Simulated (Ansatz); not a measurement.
## Electronic structure of Zr3S2 in real space

```
Zr S
1.0
     5.72915    0.00000    0.00000
    -2.86457    4.96159    0.00000
     0.00000    0.00000   10.30409
Zr S
9 6
Direct
  0.99517 0.66667 0.16667
  0.66184 0.00000 0.50000
  0.32850 0.33333 0.83333
  0.33333 0.32850 0.16667
  0.00000 0.66184 0.50000
  0.66667 0.99517 0.83333
  0.67150 0.00483 0.16667
  0.33816 0.33816 0.50000
  0.00483 0.67150 0.83333
  0.33333 0.66667 0.00163
  0.00000 0.00000 0.33496
  0.66667 0.33333 0.66829
  0.33333 0.66667 0.33171
  0.00000 0.00000 0.66504
  0.66667 0.33333 0.99837
```

Space group R32; a structure from a database of computed crystals, not necessarily the ambient phase.

Level of theory: DFT PBEsol, scalar-relativistic, plane waves, PAW (Ansatz).

Core electrons are frozen (PAW), and the valence fields are smoothed inside the atomic spheres.

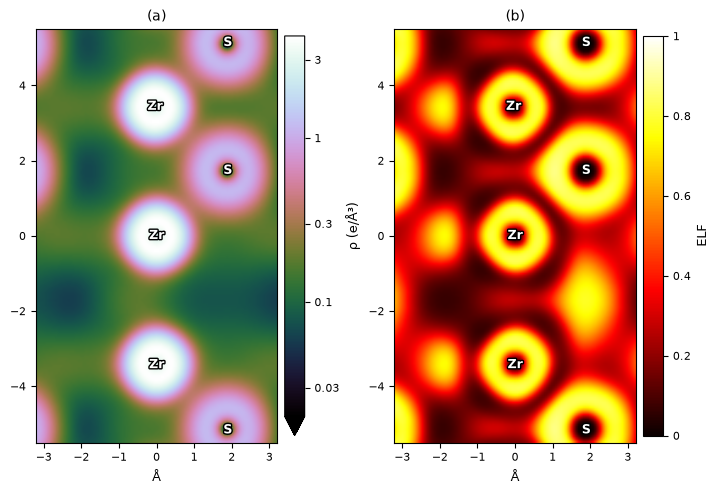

Figure 1. (a) valence charge density (pseudo); (b) electron localisation function on the (100) plane of the conventional cell.

**What do the fields say about this system?**

The section cuts through Zr and S sites. Zr–S (2.57 Å): ρ is about 0.38 e/Å³ halfway; the ELF peaks at about 0.85 in the valence shell of S, 0.8 Å from its nucleus, and is about 0.25 at the midpoint (no localised pair shows between them). Between the atoms the lowest density in this plane is 0.06 e/Å³. The ELF has a maximum of about 0.80 in the space between the atoms, 2.5 Å from six Zr atoms, on no atom or two-centre bond. The features right at Zr lie inside the PAW spheres, where the map follows smoothed inner orbitals and isn't to be read closely.

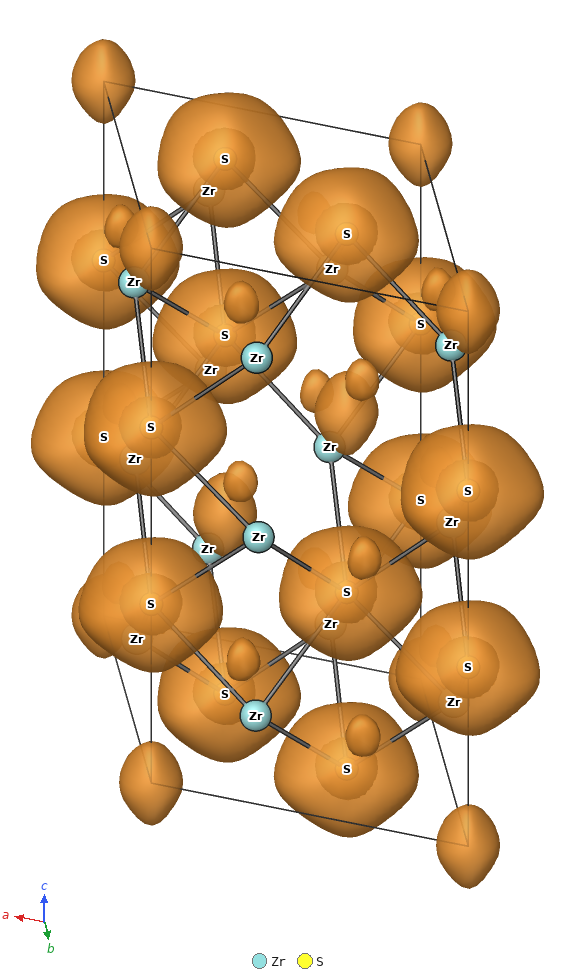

Figure 2. Isosurface of the electron localisation function at 0.65 (orange), seen at an oblique angle. Core shells and regions of very low density are left out. Sticks mark near contacts.

**Describe the localisation domains.**

At this value the surface marks out six regions wrapped around S (the valence shell of each) and twelve pockets between the atoms, centred on no nucleus (multi-centre or interstitial), counted in one cell of 15 atoms. Any copies at cell faces, edges or corners count once.

**Metal or insulator at this level of theory?**

It is gapless in this calculation (a metal or semimetal).
